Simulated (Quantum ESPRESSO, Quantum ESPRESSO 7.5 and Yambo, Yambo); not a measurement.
**SiC (Moissanite): G0W0 with Yambo, start to end**

Wanted: ground state, empty states, screening and self-energy for SiC (Moissanite).

Method: PBE and many-body steps on it, plane waves, in Quantum ESPRESSO 7.5 and Yambo 5.3.0.

**Experimental background.**

- Gap 3 eV: optical absorption onset, approximate; UV-Vis-NIR transmission; bulk crystal (400 micron semi-insulating 6H-SiC wafer) (“Effects of energetic ion irradiation on WSe2/SiC heterostructures”, 2017, pmc:5482891).

- Gap 3.03 eV: indirect gap, experimental literature value; quoted from earlier experiment; bulk crystal (quoted in “Charge spill-out and work function of few-layer graphene on SiC(0001)”, 2018, arxiv:1806.04908).

- Gap 3.02 eV: band gap at cryogenic temperature; bulk crystal (literature value) (quoted in “Silicon carbide diodes for neutron detection”, 2020, arxiv:2009.14696).

Report form: the programs' logs are mostly left out.

## 1. Starting point

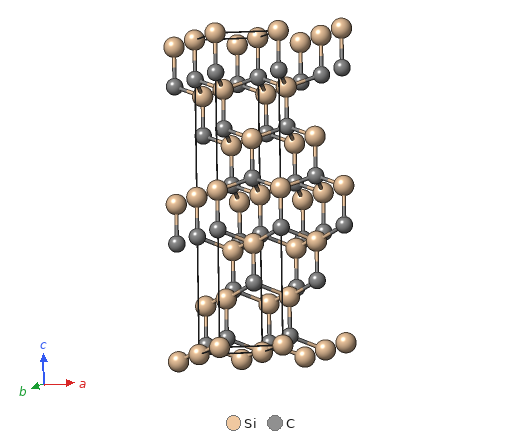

The cell as given, slightly off an axis (silicon light orange, carbon grey). 2×2×1 cells are drawn. Bonds to atoms that aren't drawn are left out. Some periodic images of atoms are drawn too.

The cell and positions come from the Crystallography Open Database and are kept as given unless a step says otherwise.

## 2. Ground state

This step: Quantum ESPRESSO 7.5; DFT, PBE, plane waves, norm-conserving pseudopotentials.

The ground-state density comes first.

Contents of pw.in:

```
&control
  calculation = 'scf'
  prefix = 'x'
  outdir = 'o'
  pseudo_dir = 'pseudo'
/
&system
  ibrav = 0
  nat = 12
  ntyp = 2
  ecutwfc = 74.0
  nbnd = 34
  force_symmorphic = .true.
/
&electrons
  conv_thr = 1e-10
  electron_maxstep = 80
  mixing_beta = 0.5
/
ATOMIC_SPECIES
  Si 28.085 Si.upf
  C 12.011 C.upf
CELL_PARAMETERS angstrom
  3.0810000000 -0.0000000000 0.0000000000
  -1.5405000000 2.6682242691 0.0000000000
  0.0000000000 0.0000000000 15.1248000000
ATOMIC_POSITIONS crystal
  Si 0.0000000000 0.0000000000 0.0000000000
  Si 0.0000000000 0.0000000000 0.5000000000
  Si 0.3333333333 0.6666666667 0.1664000000
  Si 0.6666666667 0.3333333333 0.6664000000
  Si 0.6666666667 0.3333333333 0.3329000000
  Si 0.3333333333 0.6666666667 0.8329000000
  C 0.3333333333 0.6666666667 0.0412000000
  C 0.6666666667 0.3333333333 0.5412000000
  C 0.6666666667 0.3333333333 0.2080000000
  C 0.3333333333 0.6666666667 0.7080000000
  C 0.0000000000 0.0000000000 0.3746000000
  C 0.0000000000 0.0000000000 0.8746000000
K_POINTS automatic
  6 6 2 0 0 0
```

Run with:

```console
$ OMP_NUM_THREADS=1 mpirun -n 16 pw.x -nk 8 -in pw.in > pw.out
```

Wall time 12 s (16 MPI ranks of Arm Neoverse V2, shared host); peak memory 1.3 GiB.

This step gave:

| Quantity | Value |
| --- | --- |
| total energy | -1676.7292 eV |
| gap | 2.017 eV |
| k of the valence top | 0, 0, 0 |
| k of the conduction bottom | 0, -0.5, 0 |
| least direct gap | 3.123 eV |

The gap is indirect, with the least direct gap 1.11 eV higher.

## 3. Bands along the symmetry lines

The cheap functional maps the bands first; the places of the edges decide which points the dearer methods must see.

Contents of pw.in:

```
&control
  calculation = 'bands'
  prefix = 'x'
  outdir = 'o'
  pseudo_dir = 'pseudo'
/
&system
  ibrav = 0
  nat = 12
  ntyp = 2
  ecutwfc = 74.0
  nbnd = 30
  force_symmorphic = .true.
/
&electrons
  conv_thr = 1e-9
  electron_maxstep = 80
  diago_full_acc = .true.
  diago_thr_init = 5e-6
/
ATOMIC_SPECIES
  Si 28.085 Si.upf
  C 12.011 C.upf
CELL_PARAMETERS angstrom
  3.0810000000 -0.0000000000 0.0000000000
  -1.5405000000 2.6682242691 0.0000000000
  0.0000000000 0.0000000000 15.1248000000
ATOMIC_POSITIONS crystal
  Si 0.0000000000 0.0000000000 0.0000000000
  Si 0.0000000000 0.0000000000 0.5000000000
  Si 0.3333333333 0.6666666667 0.1664000000
  Si 0.6666666667 0.3333333333 0.6664000000
  Si 0.6666666667 0.3333333333 0.3329000000
  Si 0.3333333333 0.6666666667 0.8329000000
  C 0.3333333333 0.6666666667 0.0412000000
  C 0.6666666667 0.3333333333 0.5412000000
  C 0.6666666667 0.3333333333 0.2080000000
  C 0.3333333333 0.6666666667 0.7080000000
  C 0.0000000000 0.0000000000 0.3746000000
  C 0.0000000000 0.0000000000 0.8746000000
K_POINTS crystal
  75
  0.00000000 0.00000000 0.00000000 1
  0.06250000 0.00000000 0.00000000 1
  0.12500000 0.00000000 0.00000000 1
  0.18750000 0.00000000 0.00000000 1
  0.25000000 0.00000000 0.00000000 1
  0.31250000 0.00000000 0.00000000 1
  0.37500000 0.00000000 0.00000000 1
  0.43750000 0.00000000 0.00000000 1
  0.50000000 0.00000000 0.00000000 1
  0.47916667 0.04166667 0.00000000 1
  0.45833333 0.08333333 0.00000000 1
  0.43750000 0.12500000 0.00000000 1
  0.41666666 0.16666666 0.00000000 1
  0.39583333 0.20833333 0.00000000 1
  0.37500000 0.25000000 0.00000000 1
  0.35416666 0.29166666 0.00000000 1
  0.33333333 0.33333333 0.00000000 1
  0.29166666 0.29166666 0.00000000 1
  0.25000000 0.25000000 0.00000000 1
  0.20833333 0.20833333 0.00000000 1
  0.16666666 0.16666666 0.00000000 1
  0.12500000 0.12500000 0.00000000 1
  0.08333333 0.08333333 0.00000000 1
  0.04166667 0.04166667 0.00000000 1
  0.00000000 0.00000000 0.00000000 1
  0.00000000 0.00000000 0.06250000 1
  0.00000000 0.00000000 0.12500000 1
  0.00000000 0.00000000 0.18750000 1
  0.00000000 0.00000000 0.25000000 1
  0.00000000 0.00000000 0.31250000 1
  0.00000000 0.00000000 0.37500000 1
  0.00000000 0.00000000 0.43750000 1
  0.00000000 0.00000000 0.50000000 1
  0.06250000 0.00000000 0.50000000 1
  0.12500000 0.00000000 0.50000000 1
  0.18750000 0.00000000 0.50000000 1
  0.25000000 0.00000000 0.50000000 1
  0.31250000 0.00000000 0.50000000 1
  0.37500000 0.00000000 0.50000000 1
  0.43750000 0.00000000 0.50000000 1
  0.50000000 0.00000000 0.50000000 1
  0.47916667 0.04166667 0.50000000 1
  0.45833333 0.08333333 0.50000000 1
  0.43750000 0.12500000 0.50000000 1
  0.41666666 0.16666666 0.50000000 1
  0.39583333 0.20833333 0.50000000 1
  0.37500000 0.25000000 0.50000000 1
  0.35416666 0.29166666 0.50000000 1
  0.33333333 0.33333333 0.50000000 1
  0.29166666 0.29166666 0.50000000 1
  0.25000000 0.25000000 0.50000000 1
  0.20833333 0.20833333 0.50000000 1
  0.16666666 0.16666666 0.50000000 1
  0.12500000 0.12500000 0.50000000 1
  0.08333333 0.08333333 0.50000000 1
  0.04166667 0.04166667 0.50000000 1
  0.00000000 0.00000000 0.50000000 1
  0.50000000 0.00000000 0.50000000 1
  0.50000000 0.00000000 0.43750000 1
  0.50000000 0.00000000 0.37500000 1
  0.50000000 0.00000000 0.31250000 1
  0.50000000 0.00000000 0.25000000 1
  0.50000000 0.00000000 0.18750000 1
  0.50000000 0.00000000 0.12500000 1
  0.50000000 0.00000000 0.06250000 1
  0.50000000 0.00000000 0.00000000 1
  0.33333333 0.33333333 0.50000000 1
  0.33333333 0.33333333 0.43750000 1
  0.33333333 0.33333333 0.37500000 1
  0.33333333 0.33333333 0.31250000 1
  0.33333333 0.33333333 0.25000000 1
  0.33333333 0.33333333 0.18750000 1
  0.33333333 0.33333333 0.12500000 1
  0.33333333 0.33333333 0.06250000 1
  0.33333333 0.33333333 0.00000000 1
```

Run with:

```console
$ OMP_NUM_THREADS=1 mpirun -n 16 pw.x -nk 16 -in pw.in > pw.out
```

The job ended after 14 s (16 MPI ranks; peak memory 1.6 GiB; 3.2 min of CPU time).

Numbers from this step:

```
gap                        : 2.012 eV
k of the valence top       : 0, 0, 0
k of the conduction bottom : 0.5, 0, 0.1875
least direct gap           : 3.123 eV
```

The gap is 2.012 eV, −0.005 eV from the run before at this level.

Electronic bands along the path, in eV, zero at the top of the highest filled band:

| point | band 21 | band 22 | band 23 | band 24 | band 25 | band 26 | band 27 | band 28 |
| --- | --- | --- | --- | --- | --- | --- | --- | --- |
| Γ | -0.29 | -0.04 | 0.00 | 0.00 | 5.16 | 5.34 | 5.74 | 6.25 |
| M | -1.84 | -1.76 | -1.66 | -1.11 | 2.02 | 2.21 | 3.23 | 3.89 |
| K | -3.14 | -2.21 | -2.08 | -2.08 | 3.49 | 3.49 | 3.75 | 5.04 |
| Γ | -0.29 | -0.04 | 0.00 | 0.00 | 5.16 | 5.34 | 5.74 | 6.25 |
| A | -0.09 | -0.09 | -0.09 | -0.09 | 5.23 | 5.23 | 5.97 | 5.97 |
| L | -1.72 | -1.72 | -1.31 | -1.31 | 2.06 | 2.06 | 3.45 | 3.45 |
| H | -2.63 | -2.63 | -2.27 | -2.27 | 3.68 | 3.68 | 4.32 | 4.32 |
| A | -0.09 | -0.09 | -0.09 | -0.09 | 5.23 | 5.23 | 5.97 | 5.97 |
| jump to L | -1.72 | -1.72 | -1.31 | -1.31 | 2.06 | 2.06 | 3.45 | 3.45 |
| M | -1.84 | -1.76 | -1.66 | -1.11 | 2.02 | 2.21 | 3.23 | 3.89 |
| jump to H | -2.63 | -2.63 | -2.27 | -2.27 | 3.68 | 3.68 | 4.32 | 4.32 |
| K | -3.14 | -2.21 | -2.08 | -2.08 | 3.49 | 3.49 | 3.75 | 5.04 |

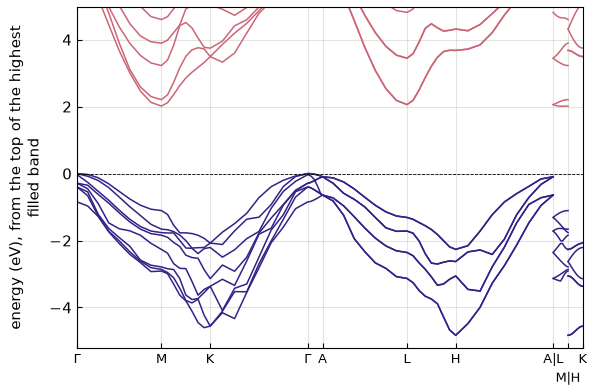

Electronic bands along the path; lines of filled and empty bands in two colours.

## 4. Empty states on the mesh, 6×6×1 mesh, 207 bands

The sums over transitions need many empty states on a uniform mesh; this step solves for them.

Contents of pw.in:

```
&control
  calculation = 'nscf'
  prefix = 'x'
  outdir = 'o'
  pseudo_dir = 'pseudo'
/
&system
  ibrav = 0
  nat = 12
  ntyp = 2
  ecutwfc = 74.0
  nbnd = 207
  force_symmorphic = .true.
/
&electrons
  conv_thr = 1e-9
  electron_maxstep = 80
  diago_full_acc = .true.
  diago_thr_init = 5e-6
/
ATOMIC_SPECIES
  Si 28.085 Si.upf
  C 12.011 C.upf
CELL_PARAMETERS angstrom
  3.0810000000 -0.0000000000 0.0000000000
  -1.5405000000 2.6682242691 0.0000000000
  0.0000000000 0.0000000000 15.1248000000
ATOMIC_POSITIONS crystal
  Si 0.0000000000 0.0000000000 0.0000000000
  Si 0.0000000000 0.0000000000 0.5000000000
  Si 0.3333333333 0.6666666667 0.1664000000
  Si 0.6666666667 0.3333333333 0.6664000000
  Si 0.6666666667 0.3333333333 0.3329000000
  Si 0.3333333333 0.6666666667 0.8329000000
  C 0.3333333333 0.6666666667 0.0412000000
  C 0.6666666667 0.3333333333 0.5412000000
  C 0.6666666667 0.3333333333 0.2080000000
  C 0.3333333333 0.6666666667 0.7080000000
  C 0.0000000000 0.0000000000 0.3746000000
  C 0.0000000000 0.0000000000 0.8746000000
K_POINTS automatic
  6 6 1 0 0 0
```

Run with:

```console
$ OMP_NUM_THREADS=1 mpirun -n 16 pw.x -nk 4 -in pw.in > pw.out
```

Run time: 16 s. Hardware: 16 MPI ranks; peak memory 1.5 GiB.

This step gave:

```yaml
gap: 2.017 eV
k_of_the_valence_top: 0, 0, 0
k_of_the_conduction_bottom: 0, -0.5, 0
least_direct_gap: 3.123 eV
k_points_computed: 7
lowest_point_of_the_top_converged_band_above_the_valence_top: 62.5700 eV
```

On this mesh the gap is 2.017 eV.

## 5. Conversion and set-up

This step: Yambo 5.3.0; conversion and set-up on PBE, plane waves, norm-conserving pseudopotentials.

The states are converted to the many-body program's format and the q mesh is built.

Run with:

```console
$ (cd o/x.save; p2y > p2y.log; mv SAVE ../..); yambo > setup.log
```

Elapsed: 2.2 s, on 1 MPI rank; peak memory 0.24 GiB.

## 6. Screening and self-energy, 6×6×1 mesh, 207 bands, screening to 122.5 eV

G0W0 replaces the xc potential by the self-energy, built once from these orbitals. Only a window of levels is corrected, while the sums run over the empty bands that the input names.

This step: G0W0 on PBE, plane waves, norm-conserving pseudopotentials.

Contents of gw1.in:

```
HF_and_locXC
gw0
dyson
ppa
em1d
rim_cut
RandQpts= 1000000
RandGvec= 1 RL
EXXRLvcs= 74 Ry
VXCRLvcs= 296 Ry
Chimod= "HARTREE"
% BndsRnXp
 1 | 207 |
%
NGsBlkXp= 9 Ry
% LongDrXp
 1 | 1 | 1 |
%
% GbndRnge
 1 | 207 |
%
DysSolver= "n"
ExtendOut
PPAPntXp= 27.21138 eV
% QPkrange
 1 | 1 | 23 | 26 |
 4 | 4 | 23 | 26 |
%
```

Run with:

```console
$ OMP_NUM_THREADS=2 mpirun -n 8 yambo -F gw1.in -J gw1 -C gw1 > gw1.log
```

The job ended after 3.1 min (8 MPI ranks; peak memory 4.7 GiB).

Numbers from this step:

```yaml
g0w0_gap_on_the_points_computed: 2.605 eV
starting_gap_on_the_mesh: 2.017 eV
k_of_the_valence_top: 0, 0, 0
k_of_the_conduction_bottom: 0, -0.5, 0
least_direct_g0w0_gap_on_the_computed_points: 3.875 eV
z_at_the_valence_top: 0.8012
z_at_the_conduction_bottom: 0.8236
```

The gap on the mesh goes from 2.02 eV to 2.61 eV, a correction of +0.59 eV.

Limits: finite bands, cutoff and mesh; coarse k mesh. v1 is the top filled band, c1 the lowest empty one. The levels before and after the correction (eV, zero at the valence-band top of each column):

|  | conduction bottom | valence top |
| --- | --- | --- |
| Kohn-Sham | 2.02 | 0.00 |
| G0W0 | 2.61 | 0.00 |

|  | level | energy (eV) |
| --- | --- | --- |
| Kohn-Sham | Γ v2-v1 | 0.000 |
| Kohn-Sham | Γ c1 | 5.164 |
| Kohn-Sham | Γ c2 | 5.336 |
| Kohn-Sham | (0 -0.5 0) v2 | -1.662 |
| Kohn-Sham | (0 -0.5 0) v1 | -1.106 |
| Kohn-Sham | (0 -0.5 0) c1 | 2.017 |
| Kohn-Sham | (0 -0.5 0) c2 | 2.207 |
| G0W0 | Γ v2-v1 | 0.000 |
| G0W0 | Γ c1 | 5.973 |
| G0W0 | Γ c2 | 6.136 |
| G0W0 | (0 -0.5 0) v2 | -1.879 |
| G0W0 | (0 -0.5 0) v1 | -1.270 |
| G0W0 | (0 -0.5 0) c1 | 2.605 |
| G0W0 | (0 -0.5 0) c2 | 2.793 |

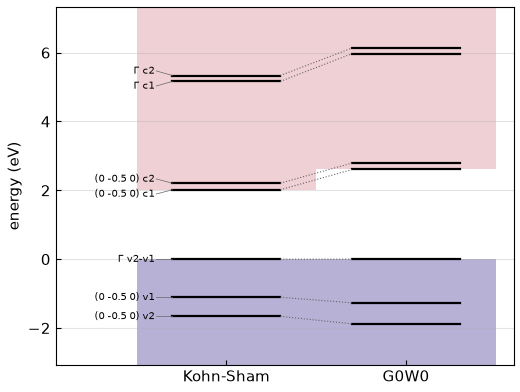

Levels before and after the correction. Shaded: valence and conduction bands.

## 7. Where the time went

Times are wall times on the hardware named with each run, good to a factor of about two.

| step | time | share | memory (GiB) |
| --- | --- | --- | --- |
| ground state | 12 s | 5 % | 1.3 |
| bands along the symmetry lines | 14 s | 6 % | 1.6 |
| empty states on the mesh | 16 s | 7 % | 1.5 |
| conversion and set-up | 2.2 s | 1 % | 0.24 |
| screening and self-energy | 3.1 min | 81 % | 4.7 |

## 8. Results

```json
{
 "PBE gap": "2.01 eV, indirect",
 "G0W0 gap on the mesh": "2.61 eV",
 "GW settings": "6×6×1 mesh, 207 bands, screening to 122.5 eV, Godby-Needs plasmon pole",
 "known limits": "not at the basis limit; coarse k mesh"
}
```

In words: G0W0 moves the gap on the mesh from 2.02 eV to 2.61 eV (+0.59 eV), with Z of 0.80 and 0.82 at the edges. Only 2 of the mesh's irreducible points were corrected, so a valley elsewhere could overtake. The dearest step here is «screening and self-energy». Against experiment, by G0W0@PBE: the gap of 2.60 eV lies −0.40 eV from the measured 3 eV (optical, 2017); the gap of 2.60 eV lies −0.43 eV from the measured 3.03 eV (indirect, quoted 2018); the gap of 2.60 eV lies −0.42 eV from the measured 3.02 eV (kind not stated, quoted 2020). An exciton line or allowed optical edge lies below the quasiparticle gap by the binding energy; a forbidden edge can push the onset above it. The calculation has static nuclei and no excitons; a measured gap holds zero-point and thermal motion, which mostly lowers it. Bands and cutoff are finite, so the gap is not at the basis limit. The miss can reach some tenths of an eV and take either sign; the mesh is an error of its own. In the G0W0 run levels were corrected at 2 k points alone, so a gap called «on the mesh» is the least over those, and an edge elsewhere would be missed. The 6×6×1 mesh is coarse for this cell, which bears on the long-range parts of exchange and screening.

[Paths, hosts, dates, memory and timing lines, banners, echoed tables and standing remarks are left out of the program output.]

[Logs are printed without paths, hosts, clocks, repeated set-up lines and the standing remarks that a program may print on its own settings, such as how far it seeks lower states.]

[Runs of the session that timed out or met a known fault of the program may be left out.]

[Hosts, paths, dates, database ids (printed as entryN), source tags and the programs' standing remarks are cut or masked in the printed files.]
